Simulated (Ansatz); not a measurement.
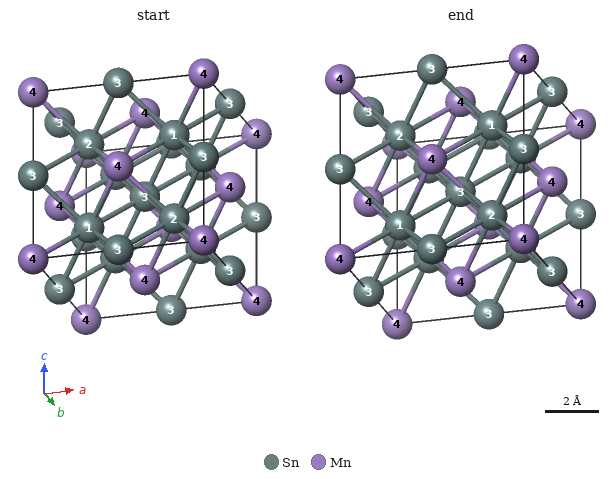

The structure of crystalline MnSn₃ (built on the BiF3 (D0 type) (coarse preliminary run) before (left) and after (right) a relaxation, at one scale.

Style: ball-and-stick. Shown: the conventional cell (4 times the calculation's cell), from a free direction. Lengths and directions refer to the drawn axes.

The calculation used Ansatz, DFT PBE, scalar-relativistic, plane waves, PAW. Set-up: plane-wave cutoff 420 eV; k-point mesh 6 × 6 × 6; occupations gaussian; smearing width 0.1 eV; collinear spin; cell and atoms relaxed; force threshold 0.05 eV/Å; at most 80 steps.

> What changed between the two?

The energy falls by 243 meV per atom in 3 accepted moves (4 points after the start). All forces vanish by symmetry, so only the cell relaxes. The pressure goes from 18.76 to 0.26 GPa. The SCF was repeated once at an unchanged geometry on a basis and grid sized afresh for the cell, which shifted the energy by 2.0 meV per atom at most. The atoms keep their places relative to the cell (all moves are under 0.005 Å). The volume changes by +25.0 %, with a = b = c 6.788 → 7.313 Å (+7.7 %). Near-neighbour distances that change, for instance: Sn1–Sn3 2.939 → 3.167 Å, Sn1–Mn4 2.939 → 3.167 Å. The space group stays Fm-3m (No. 225).
